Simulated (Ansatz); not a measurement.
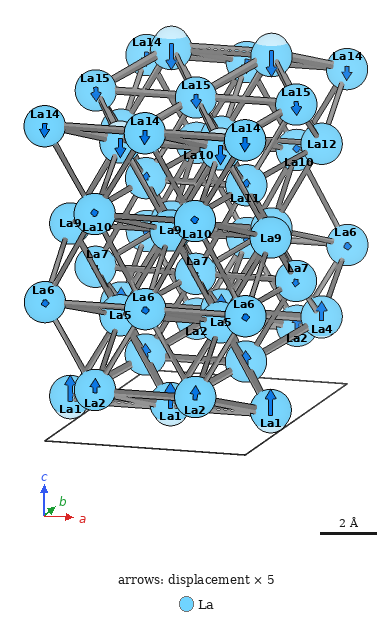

This is a relaxation of a slab of composition La (cut from the P6_3/mmc phase). The starting structure is drawn faded, the final one solid; blue arrows show the displacements, magnified 5 times.

Style: ball-and-stick. Shown: the 2 × 1 repeat of the cell, outlined in the plane, without the vacuum, slightly off an axis.

The slab is the (1 0 0) face of La.

Level of theory: DFT PBE, scalar-relativistic, plane waves, PAW in Ansatz.

The input:
```yaml
crystal:
  lattice:
    - [3.768788391, 0.0, 0.0]
    - [0.0, 12.0770226936, 0.0]
    - [0.0, 0.0, 26.9675104563]
  atoms:
    - { symbol: La, position: [0.0, 0.25, 0.278112435] }
    - { symbol: La, position: [0.5, 0.0, 0.3184556287] }
    - { symbol: La, position: [0.5, 0.5, 0.3184556287] }
    - { symbol: La, position: [0.0, 0.75, 0.3587988223] }
    - { symbol: La, position: [0.5, 0.25, 0.3991420159] }
    - { symbol: La, position: [0.0, 0.0, 0.4394852096] }
    - { symbol: La, position: [0.0, 0.5, 0.4394852096] }
    - { symbol: La, position: [0.5, 0.75, 0.4798284032] }
    - { symbol: La, position: [0.0, 0.25, 0.5201715968] }
    - { symbol: La, position: [0.5, 0.0, 0.5605147904] }
    - { symbol: La, position: [0.5, 0.5, 0.5605147904] }
    - { symbol: La, position: [0.0, 0.75, 0.6008579841] }
    - { symbol: La, position: [0.5, 0.25, 0.6412011777] }
    - { symbol: La, position: [0.0, 0.0, 0.6815443713] }
    - { symbol: La, position: [0.0, 0.5, 0.6815443713] }
    - { symbol: La, position: [0.5, 0.75, 0.721887565] }
basis:
  ecutwfc: 420
kpoints:
  mp_grid: { grid: [9, 3, 1] }
hamiltonian:
  xc: pbe
scf:
  occupations: { method: gaussian, width: 0.1 }
output:
  forces: true
  eigenvalues: true
  write_density: true
  write_potential: true
  elf: true
  volumetric_format: npy
relax:
  adjacent_minimum: "off"
  f_tol: 0.02
  max_steps: 60
efield:
  axis: 3
  dipole_correction: true
  ramp_width: 0.04
```

Launched with:
```bash
ansatz run input.yaml --threads 4 --pin off --max-ram 10240MiB --backend cpu --events-out ev --progress --plain --runs-dir out
```

### What happened in the run?

The largest moves relative to the layer's centre, 0.20 Å, are those of La1 and La16. La16 goes along the normal (−c). The cell stays as it was. Among the contacts that change: La12–La16 3.769 → 3.622 Å, La10–La14 3.769 → 3.625 Å, La6–La10 3.769 → 3.868 Å, La10–La13 3.722 → 3.626 Å. The energy falls by 0.140 eV per cell of the calculation in 2 accepted moves (3 points after the start). Largest force component: 0.26 eV/Å at the start, 0.019 eV/Å at the end. 1 step only repeated the SCF at the same geometry.
